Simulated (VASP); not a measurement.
## Run report: SnO$_{2}$, geometry relaxation (part 3 of 3)

The same run, continued: SnO$_{2}$ (6 atoms in the cell); Kohn-Sham DFT of a periodic cell, PBE, VASP PAW PBE potentials, recommended, no spin polarisation (VASP 6.6.1); cutoff 600 eV, 6×6×8 k-mesh, Gaussian smearing of 0.02 eV. The structure derives from an entry of the Crystallography Open Database.

Geometry of the input (Å; fractional positions):
```
4.7380  0.0000  0.0000
0.0000  4.7380  0.0000
0.0000  0.0000  3.1865
Sn 0.0000  0.0000  0.0000
Sn 0.5000  0.5000  0.5000
O  0.3071  0.3071  0.0000
O  0.1929  0.8071  0.5000
O  0.6929  0.6929  0.0000
O  0.8071  0.1929  0.5000
```

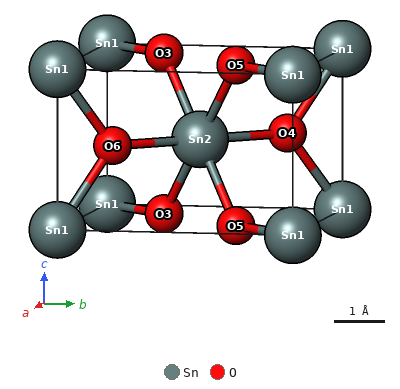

Fig. 1: The geometry at step 5 of the log (ball-and-stick view of the cell of the calculation, seen slightly off an axis; atoms are numbered from 1 in the order of the input).

Parts of OUTCAR, continued
```
  FORCE on cell =-STRESS in cart. coord.  units (eV):
  Direction    XX          YY          ZZ          XY          YZ          ZX
  --------------------------------------------------------------------------------------
  -------------------------------------------------------------------------------------
  Total        0.0160444      0.0160444      0.0340570      0.0000000      0.0000000      0.0000000
  in kB        0.3398783      0.3398783      0.7214514      0.0000000      0.0000000      0.0000000
  external PRESSURE =       0.4670694 kB  Pullay stress =       0.0000000 kB

 VOLUME and BASIS-vectors are now :
 -----------------------------------------------------------------------------
  energy-cutoff  :      600.00
  volume of cell :       75.63
      direct lattice vectors                 reciprocal lattice vectors
     4.830280214 -0.000000000  0.000000000     0.207027327  0.000000000  0.000000000
    -0.000000000  4.830280214  0.000000000     0.000000000  0.207027327  0.000000000
     0.000000000  0.000000000  3.241645226     0.000000000  0.000000000  0.308485331

 POSITION                                       TOTAL-FORCE (eV/Angst)
 -----------------------------------------------------------------------------------
      0.00000      0.00000      3.24165         0.000000      0.000000     -0.000000
      2.41514      2.41514      1.62082         0.000000      0.000000     -0.000000
      1.48052      1.48052      0.00000         0.001798      0.001798      0.000000
      0.93462      3.89566      1.62082        -0.001798      0.001798     -0.000000
      3.34976      3.34976      0.00000        -0.001798     -0.001798     -0.000000
      3.89566      0.93462      1.62082         0.001798     -0.001798     -0.000000
 -----------------------------------------------------------------------------------
    total drift:                                0.000000     -0.000000     -0.000000

  FREE ENERGIE OF THE ION-ELECTRON SYSTEM (eV)
  ---------------------------------------------------
  free  energy   TOTEN  =       -37.3118117937 eV

  energy  without entropy=      -37.3118117937  energy(sigma->0) =      -37.31181179

--------------------------------------- Ionic step       10  -------------------------------------------

 number of electron      52.0000001 magnetization

 Free energy of the ion-electron system (eV)
  ---------------------------------------------------
  ext. energy  EPLUGINS =         0.00000000
  ---------------------------------------------------
  free energy    TOTEN  =       -37.31181548 eV

  energy without entropy =      -37.31181548  energy(sigma->0) =      -37.31181548

 E-fermi :   5.5992     XC(G=0): -10.9634     alpha+bet :-13.5147

 val. band max:        5.5025864859   @ k =   0.0000   0.0000   0.0000
 cond. band min:       6.1415414559   @ k =   0.0000   0.0000   0.0000
 fundamental gap:      0.6389549700
 Fermi energy:         5.5991872067

 k-point     1 :       0.0000    0.0000    0.0000
  band No.  band energies     occupation
      1     -15.5296      2.00000
      2     -14.8694      2.00000
      3     -14.6814      2.00000
      4     -14.6537      2.00000
      5     -14.6537      2.00000
      6     -14.5898      2.00000
      7     -14.5614      2.00000
      8     -14.4935      2.00000
      9     -14.4503      2.00000
     10     -14.4503      2.00000
     11     -13.1430      2.00000
     12     -11.4378      2.00000
     13     -11.4378      2.00000
     14      -9.9290      2.00000
     15      -2.4558      2.00000
     16       1.6114      2.00000
     17       1.6114      2.00000
     18       1.7299      2.00000
     19       2.6060      2.00000
     20       3.5171      2.00000
     21       3.5307      2.00000
     22       4.2438      2.00000
     23       4.2438      2.00000
     24       4.7643      2.00000
     25       4.7643      2.00000
     26       5.5026      2.00000
     27       6.1415      0.00000
     28      11.1642      0.00000
     29      11.5450      0.00000
     30      11.5450      0.00000
     31      15.5966      0.00000

 k-point     2 :       0.1667    0.0000    0.0000
  band No.  band energies     occupation
      1     -15.4923      2.00000
      2     -14.9110      2.00000
      3     -14.6806      2.00000
      4     -14.6523      2.00000
      5     -14.6522      2.00000
      6     -14.6178      2.00000
      7     -14.5563      2.00000
      8     -14.4974      2.00000
      9     -14.4520      2.00000
     10     -14.4520      2.00000
     11     -13.0597      2.00000
     12     -11.6029      2.00000
     13     -11.3029      2.00000
     14      -9.9825      2.00000
     15      -2.2738      2.00000
     16       1.1011      2.00000
     17       1.7341      2.00000
     18       1.8277      2.00000
     19       2.7499      2.00000
     20       3.3636      2.00000
     21       3.7202      2.00000
     22       4.1843      2.00000
     23       4.2520      2.00000
     24       4.2713      2.00000
     25       4.7801      2.00000
     26       5.3723      2.00000
     27       6.8869      0.00000
     28      10.9124      0.00000
     29      11.6698      0.00000
     30      11.7839      0.00000
     31      15.8512      0.00000

 k-point     3 :       0.3333    0.0000    0.0000
  band No.  band energies     occupation
      1     -15.3850      2.00000
      2     -15.0433      2.00000
      3     -14.6779      2.00000
      4     -14.6551      2.00000
      5     -14.6492      2.00000
      6     -14.6491      2.00000
      7     -14.5426      2.00000
      8     -14.5085      2.00000
      9     -14.4556      2.00000
     10     -14.4555      2.00000
     11     -12.8152      2.00000
     12     -11.9938      2.00000
     13     -10.9602      2.00000
     14     -10.1853      2.00000
     15      -1.7393      2.00000
     16       0.1052      2.00000
     17       2.0827      2.00000
     18       2.1051      2.00000
     19       2.9726      2.00000
     20       3.1362      2.00000
     21       3.3367      2.00000
     22       3.8769      2.00000
     23       4.2726      2.00000
     24       4.2983      2.00000
     25       4.8224      2.00000
     26       5.0884      2.00000
     27       8.1332      0.00000
     28      10.3179      0.00000
     29      12.0108      0.00000
     30      12.1563      0.00000
     31      15.9102      0.00000

 k-point     4 :       0.5000    0.0000    0.0000
  band No.  band energies     occupation
      1     -15.2231      2.00000
      2     -15.2231      2.00000
      3     -14.6715      2.00000
      4     -14.6715      2.00000
      5     -14.6476      2.00000
      6     -14.6476      2.00000
      7     -14.5249      2.00000
      8     -14.5249      2.00000
      9     -14.4574      2.00000
     10     -14.4574      2.00000
     11     -12.4377      2.00000
     12     -12.4377      2.00000
     13     -10.5423      2.00000
     14     -10.5423      2.00000
     15      -0.9079      2.00000
     16      -0.9079      2.00000
     17       2.5141      2.00000
     18       2.5141      2.00000
     19       2.6264      2.00000
     20       2.6264      2.00000
     21       3.6099      2.00000
     22       3.6099      2.00000
     23       4.2940      2.00000
     24       4.2940      2.00000
     25       4.8987      2.00000
     26       4.8987      2.00000
     27       9.3557      0.00000
     28       9.3557      0.00000
     29      12.2900      0.00000
     30      12.2900      0.00000
     31      15.8805      0.00000

 k-point     5 :       0.1667    0.1667    0.0000
  band No.  band energies     occupation
      1     -15.4629      2.00000
      2     -14.9567      2.00000
      3     -14.6791      2.00000
      4     -14.6542      2.00000
      5     -14.6489      2.00000
      6     -14.6336      2.00000
      7     -14.5517      2.00000
      8     -14.5006      2.00000
      9     -14.4557      2.00000
     10     -14.4501      2.00000
     11     -12.9707      2.00000
     12     -11.4730      2.00000
     13     -11.4635      2.00000
     14     -10.0548      2.00000
     15      -2.0846      2.00000
     16       0.9584      2.00000
     17       1.6245      2.00000
     18       1.9171      2.00000
     19       2.8663      2.00000
     20       3.2440      2.00000
     21       3.7669      2.00000
     22       3.9032      2.00000
     23       4.2260      2.00000
     24       4.2983      2.00000
     25       4.7412      2.00000
     26       5.2677      2.00000
     27       7.3923      0.00000
     28      10.7243      0.00000
     29      11.8854      0.00000
     30      11.8989      0.00000
     31      15.7767      0.00000

 [... the levels of 18 k-points are left out ...]

 k-point    24 :       0.5000    0.0000    0.2500
  band No.  band energies     occupation
      1     -15.2485      2.00000
      2     -15.2485      2.00000
      3     -14.7874      2.00000
      4     -14.7874      2.00000
      5     -14.5851      2.00000
      6     -14.5851      2.00000
      7     -14.5197      2.00000
      8     -14.5197      2.00000
      9     -14.4906      2.00000
     10     -14.4906      2.00000
     11     -12.0828      2.00000
     12     -12.0828      2.00000
     13     -10.2727      2.00000
     14     -10.2727      2.00000
     15      -0.9189      2.00000
     16      -0.9189      2.00000
     17       0.6645      2.00000
     18       0.6645      2.00000
     19       2.4387      2.00000
     20       2.4387      2.00000
     21       3.9609      2.00000
     22       3.9609      2.00000
     23       4.1805      2.00000
     24       4.1805      2.00000
     25       4.7310      2.00000
     26       4.7310      2.00000
     27      10.4423      0.00000
     28      10.4423      0.00000
     29      13.8790      0.00000
     30      13.8790      0.00000
     31      14.5220      0.00000

 [... further k-points ...]

------------------------ aborting loop because EDIFF is reached ----------------------------------------

  FORCE on cell =-STRESS in cart. coord.  units (eV):
  Direction    XX          YY          ZZ          XY          YZ          ZX
  --------------------------------------------------------------------------------------
  -------------------------------------------------------------------------------------
  Total        0.0007147      0.0007147      0.0010773      0.0000000      0.0000000      0.0000000
  in kB        0.0151361      0.0151361      0.0228158      0.0000000      0.0000000      0.0000000
  external PRESSURE =       0.0176960 kB  Pullay stress =       0.0000000 kB

 VOLUME and BASIS-vectors are now :
 -----------------------------------------------------------------------------
  energy-cutoff  :      600.00
  volume of cell :       75.65
      direct lattice vectors                 reciprocal lattice vectors
     4.830425404 -0.000000000  0.000000000     0.207021104  0.000000000  0.000000000
    -0.000000000  4.830425404  0.000000000     0.000000000  0.207021104  0.000000000
     0.000000000  0.000000000  3.242172100     0.000000000  0.000000000  0.308435200

 POSITION                                       TOTAL-FORCE (eV/Angst)
 -----------------------------------------------------------------------------------
      0.00000      0.00000      0.00000         0.000000      0.000000      0.000000
      2.41521      2.41521      1.62109         0.000000      0.000000      0.000000
      1.48067      1.48067      0.00000         0.000276      0.000276     -0.000000
      0.93454      3.89588      1.62109        -0.000276      0.000276     -0.000000
      3.34975      3.34975      0.00000        -0.000276     -0.000276      0.000000
      3.89588      0.93454      1.62109         0.000276     -0.000276      0.000000
 -----------------------------------------------------------------------------------
    total drift:                               -0.000000      0.000000     -0.000000

  FREE ENERGIE OF THE ION-ELECTRON SYSTEM (eV)
  ---------------------------------------------------
  free  energy   TOTEN  =       -37.3118154752 eV

  energy  without entropy=      -37.3118154752  energy(sigma->0) =      -37.31181548

 reached required accuracy - stopping structural energy minimisation
```

CONTCAR
```
SnO2
   1.00000000000000
     4.8304254044987971   -0.0000000000000000    0.0000000000000000
    -0.0000000000000000    4.8304254044987971    0.0000000000000000
     0.0000000000000000    0.0000000000000000    3.2421720995453502
  Sn              O
     2     4
Direct
     0.0000000000000000    0.0000000000000000    0.0000000000000000
     0.5000000000000000    0.5000000000000000    0.5000000000000000
     0.3065303810369169    0.3065303810369169    0.0000000000000000
     0.1934696189630830    0.8065303810369171    0.5000000000000000
     0.6934696189630829    0.6934696189630829    0.0000000000000000
     0.8065303810369171    0.1934696189630830    0.5000000000000000

  0.00000000E+00  0.00000000E+00  0.00000000E+00
  0.00000000E+00  0.00000000E+00  0.00000000E+00
  0.00000000E+00  0.00000000E+00  0.00000000E+00
  0.00000000E+00  0.00000000E+00  0.00000000E+00
  0.00000000E+00  0.00000000E+00  0.00000000E+00
  0.00000000E+00  0.00000000E+00  0.00000000E+00
```

Trajectory as extended XYZ (Å, eV, eV/Å), 10 frames, from step=0 to step=9
```
6
Lattice="4.7380 0.0000 0.0000 0.0000 4.7380 0.0000 0.0000 0.0000 3.1865" Properties=species:S:1:pos:R:3:forces:R:3 step=0 energy=-37.16964
Sn    0.0000    0.0000    0.0000    0.0000   0.0000   0.0000
Sn    2.3690    2.3690    1.5933    0.0000   0.0000   0.0000
O     1.4550    1.4550    0.0000   -0.2075  -0.2075   0.0000
O     0.9140    3.8240    1.5933    0.2075  -0.2075   0.0000
O     3.2830    3.2830    0.0000    0.2075   0.2075   0.0000
O     3.8240    0.9140    1.5933   -0.2075   0.2075   0.0000
6
Lattice="4.9168 0.0000 0.0000 -0.0000 4.9168 0.0000 0.0000 0.0000 3.3442" Properties=species:S:1:pos:R:3:forces:R:3 step=1 energy=-37.10610
Sn    4.9168    0.0000    3.3442    0.0000   0.0000   0.0000
Sn    2.4584    2.4584    1.6721    0.0000   0.0000   0.0000
O     1.4996    1.4996    0.0000    0.2549   0.2549   0.0000
O     0.9588    3.9580    1.6721   -0.2549   0.2549   0.0000
O     3.4173    3.4173    3.3442   -0.2549  -0.2549   0.0000
O     3.9580    0.9588    1.6721    0.2549  -0.2549   0.0000
6
Lattice="4.8162 0.0000 0.0000 -0.0000 4.8162 0.0000 0.0000 0.0000 3.2555" Properties=species:S:1:pos:R:3:forces:R:3 step=2 energy=-37.30996
Sn    0.0000    0.0000    0.0000    0.0000   0.0000   0.0000
Sn    2.4081    2.4081    1.6277    0.0000   0.0000   0.0000
O     1.4744    1.4744    0.0000    0.0452   0.0452   0.0000
O     0.9337    3.8825    1.6277   -0.0452   0.0452   0.0000
O     3.3418    3.3418    0.0000   -0.0452  -0.0452   0.0000
O     3.8825    0.9337    1.6277    0.0452  -0.0452   0.0000
6
Lattice="4.8146 0.0000 0.0000 -0.0000 4.8146 0.0000 0.0000 0.0000 3.2541" Properties=species:S:1:pos:R:3:forces:R:3 step=3 energy=-37.30998
Sn    0.0000    0.0000    0.0000    0.0000   0.0000   0.0000
Sn    2.4073    2.4073    1.6270    0.0000   0.0000   0.0000
O     1.4740    1.4740    0.0000    0.0411   0.0411   0.0000
O     0.9333    3.8813    1.6270   -0.0411   0.0411   0.0000
O     3.3406    3.3406    0.0000   -0.0411  -0.0411   0.0000
O     3.8813    0.9333    1.6270    0.0411  -0.0411   0.0000
6
Lattice="4.8246 -0.0000 0.0000 -0.0000 4.8246 0.0000 0.0000 0.0000 3.2467" Properties=species:S:1:pos:R:3:forces:R:3 step=4 energy=-37.31160
Sn    0.0000    0.0000    3.2467    0.0000   0.0000   0.0000
Sn    2.4123    2.4123    1.6234    0.0000   0.0000   0.0000
O     1.4788    1.4788    0.0000    0.0027   0.0027   0.0000
O     0.9335    3.8911    1.6234   -0.0027   0.0027   0.0000
O     3.3457    3.3457    0.0000   -0.0027  -0.0027   0.0000
O     3.8911    0.9335    1.6234    0.0027  -0.0027   0.0000
6
Lattice="4.8289 -0.0000 0.0000 -0.0000 4.8289 0.0000 0.0000 0.0000 3.2435" Properties=species:S:1:pos:R:3:forces:R:3 step=5 energy=-37.31176
Sn    0.0000    0.0000    0.0000    0.0000   0.0000   0.0000
Sn    2.4144    2.4144    1.6218    0.0000   0.0000   0.0000
O     1.4809    1.4809    0.0000   -0.0135  -0.0135   0.0000
O     0.9335    3.8954    1.6218    0.0135  -0.0135   0.0000
O     3.3480    3.3480    0.0000    0.0135   0.0135   0.0000
O     3.8954    0.9335    1.6218   -0.0135   0.0135   0.0000
6
Lattice="4.8307 -0.0000 0.0000 -0.0000 4.8307 0.0000 0.0000 0.0000 3.2430" Properties=species:S:1:pos:R:3:forces:R:3 step=6 energy=-37.31181
Sn    0.0000    0.0000    3.2430    0.0000   0.0000   0.0000
Sn    2.4153    2.4153    1.6215    0.0000   0.0000   0.0000
O     1.4809    1.4809    0.0000   -0.0016  -0.0016   0.0000
O     0.9344    3.8963    1.6215    0.0016  -0.0016   0.0000
O     3.3498    3.3498    0.0000    0.0016   0.0016   0.0000
O     3.8963    0.9344    1.6215   -0.0016   0.0016   0.0000
6
Lattice="4.8307 -0.0000 0.0000 -0.0000 4.8307 0.0000 0.0000 0.0000 3.2430" Properties=species:S:1:pos:R:3:forces:R:3 step=7 energy=-37.31181
Sn    0.0000    0.0000    0.0000    0.0000   0.0000   0.0000
Sn    2.4153    2.4153    1.6215    0.0000   0.0000   0.0000
O     1.4809    1.4809    0.0000   -0.0020  -0.0020   0.0000
O     0.9344    3.8962    1.6215    0.0020  -0.0020   0.0000
O     3.3497    3.3497    0.0000    0.0020   0.0020   0.0000
O     3.8962    0.9344    1.6215   -0.0020   0.0020   0.0000
6
Lattice="4.8303 -0.0000 0.0000 -0.0000 4.8303 0.0000 0.0000 0.0000 3.2416" Properties=species:S:1:pos:R:3:forces:R:3 step=8 energy=-37.31181
Sn    0.0000    0.0000    3.2416    0.0000   0.0000   0.0000
Sn    2.4151    2.4151    1.6208    0.0000   0.0000   0.0000
O     1.4805    1.4805    0.0000    0.0018   0.0018   0.0000
O     0.9346    3.8957    1.6208   -0.0018   0.0018   0.0000
O     3.3498    3.3498    0.0000   -0.0018  -0.0018   0.0000
O     3.8957    0.9346    1.6208    0.0018  -0.0018   0.0000
6
Lattice="4.8304 -0.0000 0.0000 -0.0000 4.8304 0.0000 0.0000 0.0000 3.2422" Properties=species:S:1:pos:R:3:forces:R:3 step=9 energy=-37.31182
Sn    0.0000    0.0000    0.0000    0.0000   0.0000   0.0000
Sn    2.4152    2.4152    1.6211    0.0000   0.0000   0.0000
O     1.4807    1.4807    0.0000    0.0003   0.0003   0.0000
O     0.9345    3.8959    1.6211   -0.0003   0.0003   0.0000
O     3.3498    3.3498    0.0000   -0.0003  -0.0003   0.0000
O     3.8959    0.9345    1.6211    0.0003  -0.0003   0.0000
```
